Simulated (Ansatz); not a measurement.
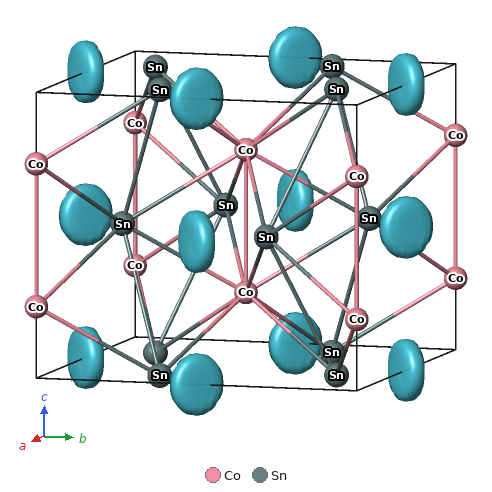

*CoSn₂. Isosurface of the ELF at 0.55 (cyan), seen slightly off an axis. Core shells and regions of very low density are left out. Sticks mark near contacts.*

Space group I4/mcm; computed pressure about −3 GPa in this cell; the program warned that a lower state may break the symmetry and a starting moment wasn't kept; spin-polarised, but the moments vanished.

These are results of Ansatz 0.2.0, DFT r2SCAN, scalar-relativistic, plane waves, PAW, not measurements.

Identify the bonds, lone pairs and shells in this picture.

Answer. At this value the surface marks out four regions between bonded Sn–Sn atoms, counted in one cell of 12 atoms. Any copies at cell faces, edges or corners count once. Along the contacts the grid gives the following. Co–Co (2.74 Å): the ELF is about 0.35 at the midpoint. Co–Sn (2.75 Å): the ELF is about 0.40 at the midpoint.

Does the calculation give a band gap?

Answer. It is gapless in this calculation (a metal or semimetal).
